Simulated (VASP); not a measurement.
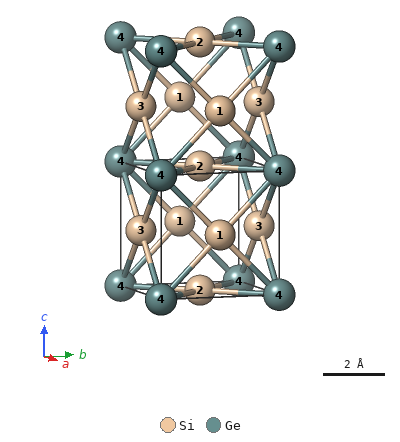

**Figure 1.** The input geometry (ball-and-stick view of the cell of the calculation, repeated 1 × 1 × 2, seen slightly off an axis; atoms are numbered from 1 in the order of the input). An atom can appear more than once, as a periodic image.

**Run report: GeSi₃, geometry relaxation (part 1 of 2)**

System: GeSi₃ (Pm-3m, 4 atoms in the cell).
Method: Kohn-Sham DFT of a periodic cell, PBE, VASP PAW PBE potentials, recommended, no spin polarisation (VASP 6.6.1).

The structure was made by swapping elements on the sites of another compound; it need not be a known phase.

## OSZICAR
```
N       E                     dE             d eps       ncg     rms          rms(c)
DAV:   1     0.131631318787E+03    0.13163E+03   -0.12643E+04   374   0.258E+03
DAV:   2    -0.335896791326E+01   -0.13499E+03   -0.13263E+03   364   0.483E+02
DAV:   3    -0.181630808183E+02   -0.14804E+02   -0.13833E+02   450   0.106E+02
DAV:   4    -0.185870517280E+02   -0.42397E+00   -0.41373E+00   406   0.162E+01
DAV:   5    -0.185990684873E+02   -0.12017E-01   -0.11941E-01   491   0.291E+00    0.350E+00
RMM:   6    -0.185553720497E+02    0.43696E-01   -0.33671E-02   401   0.182E+00    0.199E+00
RMM:   7    -0.185352709334E+02    0.20101E-01   -0.35308E-02   355   0.129E+00    0.131E-01
RMM:   8    -0.185349782418E+02    0.29269E-03   -0.38807E-03   409   0.804E-01    0.128E-01
RMM:   9    -0.185350625752E+02   -0.84333E-04   -0.79333E-04   352   0.246E-01
   1 F= -.18535063E+02 E0= -.18520814E+02  d E =-.185351E+02
       N       E                     dE             d eps       ncg     rms          rms(c)
DAV:   1    -0.193746482404E+02   -0.83967E+00   -0.11653E+01   460   0.564E+01    0.524E+00
RMM:   2    -0.187957153506E+02    0.57893E+00   -0.91132E-01   408   0.136E+01    0.264E+00
RMM:   3    -0.186182539506E+02    0.17746E+00   -0.30068E-01   366   0.651E+00    0.605E-01
RMM:   4    -0.186077492329E+02    0.10505E-01   -0.30958E-02   407   0.210E+00    0.347E-01
RMM:   5    -0.186075738628E+02    0.17537E-03   -0.56963E-03   411   0.892E-01    0.964E-02
RMM:   6    -0.186077274296E+02   -0.15357E-03   -0.12524E-03   349   0.313E-01    0.248E-02
RMM:   7    -0.186077385122E+02   -0.11083E-04   -0.18422E-04   237   0.143E-01
   2 F= -.18607739E+02 E0= -.18594680E+02  d E =-.726759E-01
```

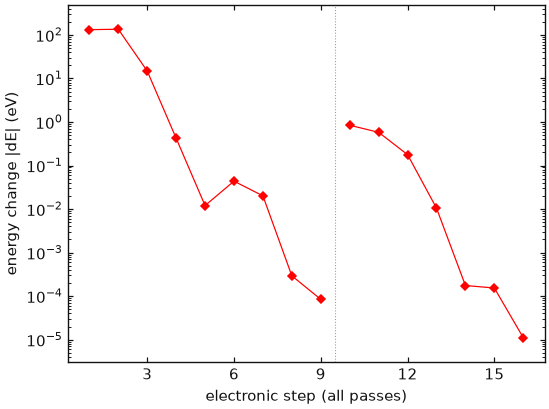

**Figure 2.** Convergence of the self-consistent field: energy change |dE| against the electronic step. Each stretch between dotted lines is the SCF of one geometry step of a relaxation. The 2 ionic steps take 7 to 9 electronic steps each. The density is held fixed in the first few steps, and dE rises again when its update begins.

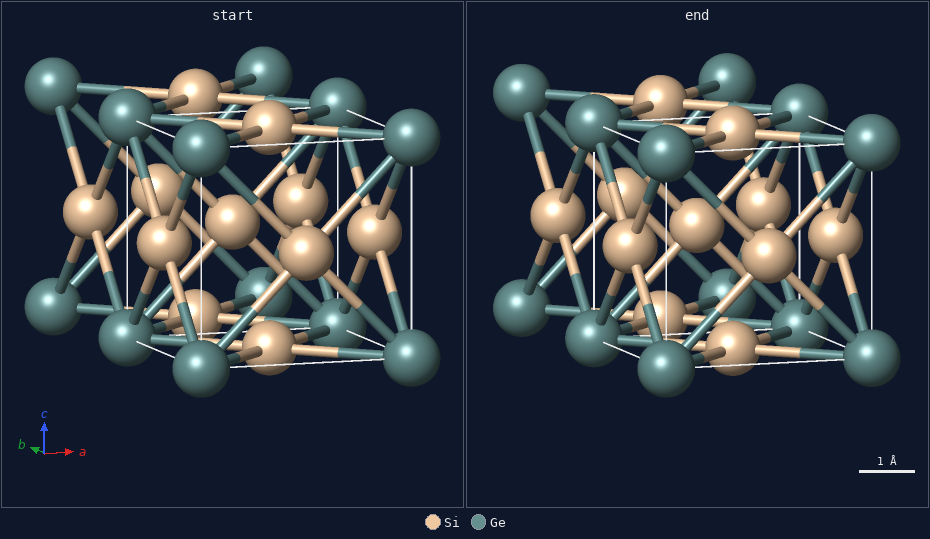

**Figure 3.** Before (left) and after (right) the relaxation, at one scale (ball-and-stick view of the cell of the calculation, repeated 1 × 2 × 1, seen slightly off an axis). No atom moves by more than 0.005 Å relative to the cell. Cell: a = b = c 4.103 → 4.010 Å (−2.3 %). Volume −6.7 %. Among the contacts that change: Si1–Ge4 2.902 → 2.835 Å. The space group stays Pm-3m (No. 221). The energy falls by 18.2 meV per atom in 1 geometry step. All forces vanish by symmetry, so only the cell relaxes. (Atoms are counted from 1 in the order of the input.)

## Parts of OUTCAR
```
SYSTEM = Si3Ge
   PREC = Normal
   ENCUT = 520
   EDIFF = 1E-4
   ISMEAR = 0
   LREAL = .FALSE.
   LASPH = .TRUE.
   NELM = 60
   ISIF = 3
   GGA = PE
   IBRION = 2
   NSW = 24
   EDIFFG = -0.08

 ion  position               nearest neighbor table
   1  0.000  0.500  0.500-   2 2.90   3 2.90   4 2.90   2 2.90   4 2.90   3 2.90   4 2.90   4 2.90
                             2 2.90   3 2.90   2 2.90   3 2.90
   2  0.500  0.500  0.000-   1 2.90   3 2.90   4 2.90   1 2.90   3 2.90   3 2.90   4 2.90   3 2.90
                             1 2.90   4 2.90   1 2.90   4 2.90
   3  0.500  0.000  0.500-   1 2.90   2 2.90   4 2.90   2 2.90   4 2.90   1 2.90   2 2.90   2 2.90
                             1 2.90   4 2.90   4 2.90   1 2.90
   4  0.000  0.000  0.000-   1 2.90   2 2.90   3 2.90   1 2.90   3 2.90   1 2.90   2 2.90   1 2.90
                             2 2.90   3 2.90   3 2.90   2 2.90

  LATTYP: Found a simple cubic cell.
 ALAT       =     4.1033504500

  Lattice vectors:

 A1 = (   4.1033504500,   0.0000000000,   0.0000000000)
 A2 = (   0.0000000000,   4.1033504500,   0.0000000000)
 A3 = (   0.0000000000,   0.0000000000,   4.1033504500)

Analysis of symmetry for initial positions (statically):
=====================================================================
 Subroutine PRICEL returns:
 Original cell was already a primitive cell.

 Routine SETGRP: Setting up the symmetry group for a
 simple cubic supercell.

 Subroutine GETGRP returns: Found 48 space group operations
 (whereof 48 operations were pure point group operations)
 out of a pool of 48 trial point group operations.

The static configuration has the point symmetry O_h .

Analysis of symmetry for dynamics (positions and initial velocities):
=====================================================================
 Subroutine PRICEL returns:
 Original cell was already a primitive cell.

 Routine SETGRP: Setting up the symmetry group for a
 simple cubic supercell.

 Subroutine GETGRP returns: Found 48 space group operations
 (whereof 48 operations were pure point group operations)
 out of a pool of 48 trial point group operations.

The dynamic configuration has the point symmetry O_h .

 Subroutine INISYM returns: Found 48 space group operations
 (whereof 48 operations are pure point group operations),
 and found     1 'primitive' translations

----------------------------------------------------------------------------------------

                                     Primitive cell

  volume of cell :      69.0901

  direct lattice vectors                    reciprocal lattice vectors
     4.103350450  0.000000000  0.000000000     0.243703289  0.000000000  0.000000000
     0.000000000  4.103350450  0.000000000     0.000000000  0.243703289  0.000000000
     0.000000000  0.000000000  4.103350450     0.000000000  0.000000000  0.243703289

  length of vectors
     4.103350450  4.103350450  4.103350450     0.243703289  0.243703289  0.243703289

  position of ions in fractional coordinates (direct lattice)
     0.000000000  0.500000000  0.500000000
     0.500000000  0.500000000  0.000000000
     0.500000000  0.000000000  0.500000000
     0.000000000  0.000000000  0.000000000

  ion indices of the primitive-cell ions
   primitive index   ion index
                 1           1
                 2           2
                 3           3
                 4           4

----------------------------------------------------------------------------------------

 KPOINTS: Automatic mesh

Automatic generation of k-mesh.
 Grid dimensions read from file:
 generate k-points for:    5    5    5

 Generating k-lattice:

  Cartesian coordinates                     Fractional coordinates (reciprocal lattice)
     0.048740658  0.000000000  0.000000000     0.200000000  0.000000000  0.000000000
     0.000000000  0.048740658  0.000000000     0.000000000  0.200000000  0.000000000
     0.000000000  0.000000000  0.048740658     0.000000000  0.000000000  0.200000000

  Length of vectors
     0.048740658  0.048740658  0.048740658

  Shift w.r.t. Gamma in fractional coordinates (k-lattice)
     0.000000000  0.000000000  0.000000000

 Subroutine IBZKPT returns following result:
 ===========================================

 Found     10 irreducible k-points:

 Following reciprocal coordinates:
            Coordinates               Weight
  0.000000  0.000000  0.000000      1.000000
  0.200000  0.000000  0.000000      6.000000
  0.400000  0.000000  0.000000      6.000000
  0.200000  0.200000  0.000000     12.000000
  0.400000  0.200000  0.000000     24.000000
  0.400000  0.400000  0.000000     12.000000
  0.200000  0.200000  0.200000      8.000000
  0.400000  0.200000  0.200000     24.000000
  0.400000  0.400000  0.200000     24.000000
  0.400000  0.400000  0.400000      8.000000
   k-points           NKPTS =     10   k-points in BZ     NKDIM =     10   number of bands    NBANDS=     17
   number of dos      NEDOS =    301   number of ions     NIONS =      4
   total plane-waves  NPLWV =  13824
   dimension x,y,z NGX =    24 NGY =   24 NGZ =   24
   dimension x,y,z NGXF=    48 NGYF=   48 NGZF=   48
   ions per type =               3   1
   NGX,Y,Z   is equivalent  to a cutoff of   9.72,  9.72,  9.72 a.u.
   NGXF,Y,Z  is equivalent  to a cutoff of  19.45, 19.45, 19.45 a.u.
 SYSTEM =  Si3Ge
   PREC   = normal    normal or accurate (medium, high low for compatibility)
   ISTART =      0    job   : 0-new  1-cont  2-samecut
   ICHARG =      2    charge: 1-file 2-atom 10-const
   ISPIN  =      1    spin polarized calculation?
   LNONCOLLINEAR =      F non collinear calculations
   LSORBIT =      F    spin-orbit coupling
   LASPH  =      T    aspherical Exc in radial PAW
   ENCUT  =  520.0 eV  38.22 Ry    6.18 a.u.   7.63  7.63  7.63*2*pi/ulx,y,z
   NELM   =     60;   NELMIN=  2; NELMDL= -5     # of ELM steps
   EDIFF  = 0.1E-03   stopping-criterion for ELM
   LREAL  =      F    real-space projection
   EDIFFG = -.8E-01   stopping-criterion for IOM
   NSW    =     24    number of steps for IOM
   IBRION =      2    ionic relax: 0-MD 1-quasi-New 2-CG
   NFREE  =      1    steps in history (QN), initial steepest desc. (CG)
   ISIF   =      3    stress and relaxation
   ISYM   =      2    0-nonsym 1-usesym 2-fastsym
   POTIM  = 0.5000    time-step for ionic-motion
   TEBEG  =    0.0;   TEEND  =   0.0 temperature during run
   PSTRESS=    0.0 pullay stress
   NELECT =      26.0000    total number of electrons
   NUPDOWN=      -1.0000    fix difference up-down
   EMIN   =  10.00;   EMAX   =-10.00  energy-range for DOS
   EFERMI =   0.00;   METHOD = LEGACY
   ISMEAR =     0;   SIGMA  =   0.15  broadening in eV -4-tet -1-fermi 0-gaus
   EFERMI_NEDOS =   21; number of points for ismear=-14 and -15
   IALGO  =     68    algorithm
   IMIX   =      4    mixing-type and parameters
     AMIX     =   0.40;   BMIX     =  1.00
     AMIX_MAG =   1.60;   BMIX_MAG =  1.00
  volume/ion in A,a.u.               =      17.27       116.56
  Fermi-wavevector in a.u.,A,eV,Ry     =   1.181936  2.233535 19.006971  1.396973
  Thomas-Fermi vector in A             =   2.318200
   LORBIT       =      0    0 simple, 1 ext, 2 COOP (PROOUT), +10 PAW based schemes
   GGA     = PE    functional components
   LHFCALC =     F    Hartree Fock is set to
   AEXX    =    0.0000 exact exchange contribution
   IVDW    =     0    specifies the selected vdW correction
   LEPSILON=     F    determine dielectric tensor
   LRPA    =     F    only Hartree local field effects (RPA)
 conjugate gradient relaxation of ions
 non-spin polarized calculation
 RMM-DIIS sequential band-by-band and
 Gauss-broadening in eV      SIGMA  =   0.15
  energy-cutoff  :      520.00
  volume of cell :       69.09
 maximum number of plane-waves:      1876
   NGX = 15   NGY = 15   NGZ = 15

--------------------------------------- Ionic step        1  -------------------------------------------

 number of electron      25.9999972 magnetization

 Free energy of the ion-electron system (eV)
  ---------------------------------------------------
  ext. energy  EPLUGINS =         0.00000000
  ---------------------------------------------------
  free energy    TOTEN  =       -18.53506258 eV

  energy without entropy =      -18.50656509  energy(sigma->0) =      -18.52081383

------------------------ aborting loop because EDIFF is reached ----------------------------------------
```
